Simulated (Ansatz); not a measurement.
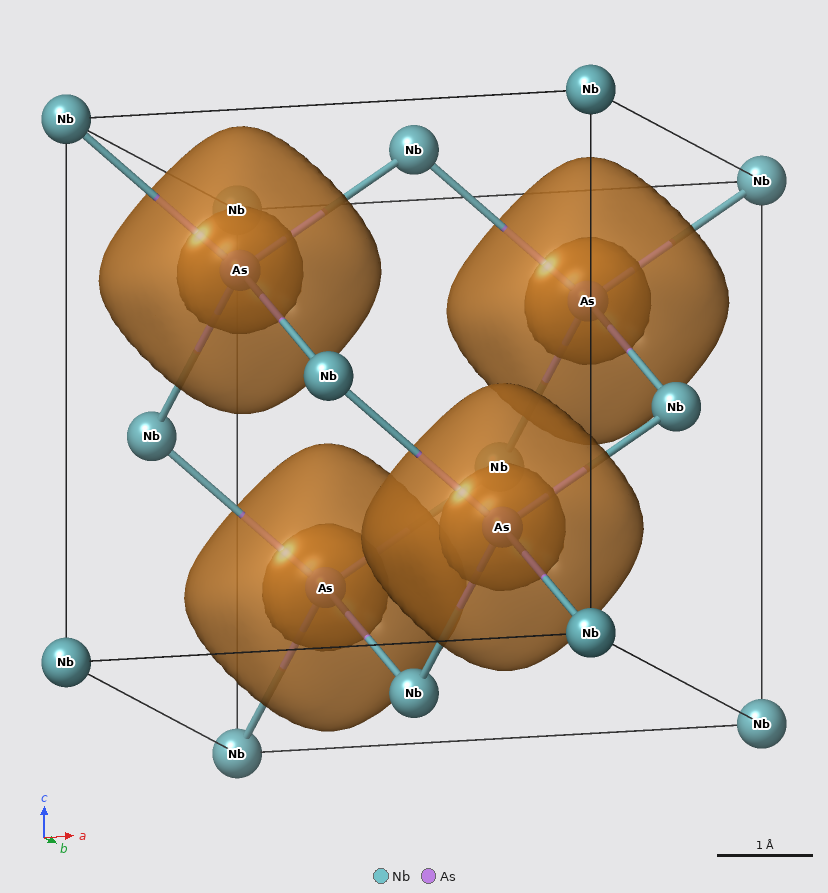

*NbAs. Isosurface of the electron localisation function at 0.55 (orange), seen at an oblique angle. Only the valence region is drawn (cores and ρ < 0.01 e/Å³ removed). Sticks mark near contacts.*

Space group F-43m; started from the zinc blende prototype, which need not be the ambient phase; the program warned that a starting moment wasn't kept; spin-polarised, but the moments vanished.

Level of theory: DFT PBE, scalar-relativistic, plane waves, PAW in Ansatz.

Core electrons are frozen (PAW), and the valence fields are smoothed inside the atomic spheres.

```
Nb As
1.0
     5.81356    0.00000    0.00000
     0.00000    0.00000   -5.81356
     0.00000    5.81356    0.00000
Nb As
4 4
Direct
  0.50000 0.50000 0.00000
  0.00000 0.50000 0.50000
  0.00000 0.00000 0.00000
  0.50000 0.00000 0.50000
  0.25000 0.75000 0.25000
  0.75000 0.75000 0.75000
  0.75000 0.25000 0.25000
  0.25000 0.25000 0.75000
```

> Identify the bonds, lone pairs and shells in this picture.

The ELF exceeds this value in four regions wrapped around As (the valence shell of each), counted in one cell of 8 atoms. Any copies at cell faces, edges or corners count once.

Values along the shortest contacts:
Nb–As (2.52 Å): the ELF is about 0.50 at the midpoint.

> Does the calculation give a band gap?

It is gapless in this calculation (a metal or semimetal).
